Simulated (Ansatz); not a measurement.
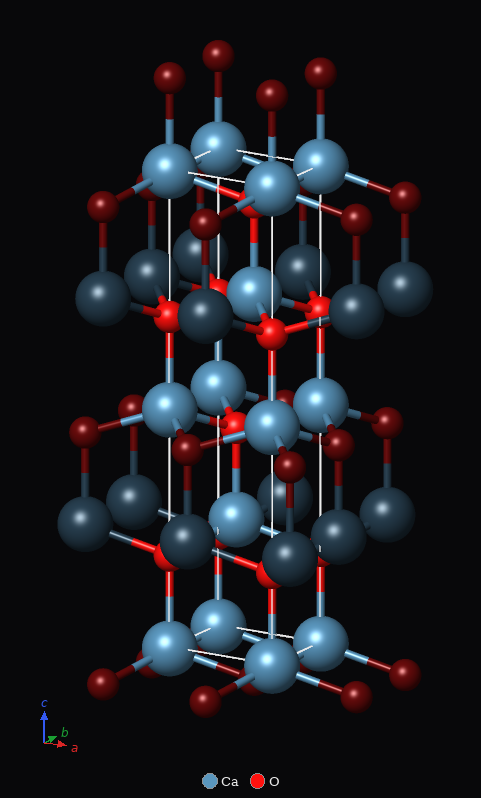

Structure drawing (ball-and-stick), viewed slightly off an axis. The wireframe shows the conventional unit cell. Every bond is drawn to its end, so some atoms lie outside the box, in fainter colours.

CaO, space group P6_3mc (No. 186), a = 3.733 Å, b = 3.733 Å, c = 11.692 Å, α = 90.00°, β = 90.00°, γ = 120.00°. Provenance: a structure type filled with these elements by a generator (whether the compound takes this form wasn't checked). Earlier steps of the study may have refined or changed the cell and positions. A calculation with Ansatz used it as input.

This one geometry was computed with Ansatz (DFT, plane waves, PAW) at four levels of theory: r2SCAN, PBE, PBE0 and HSE06. It was relaxed beforehand with r2SCAN.

Question: How does the band gap change with the level of theory?

Answer: PBE: a gap of 3.41 eV, indirect; r2SCAN: a gap of 3.85 eV, indirect; HSE06: a gap of 4.82 eV, indirect; PBE0: a gap of 5.53 eV, indirect.

Question: Collect the results in a table.

Answer:
| level | cutoff (eV) | k-mesh of the run's cell | gap (eV) | pressure (GPa) |
| --- | --- | --- | --- | --- |
| r2SCAN | 500 | 12×12×2 | 3.85 | 0.0 |
| PBE | 420 | 12×12×2 | 3.41 | 1.4 |
| PBE0 | 420 | 6×6×2 | 5.53 | 0.1 |
| HSE06 | 420 | 6×6×2 | 4.82 | 0.1 |

Gaps are taken on the k-mesh or band path of each run.
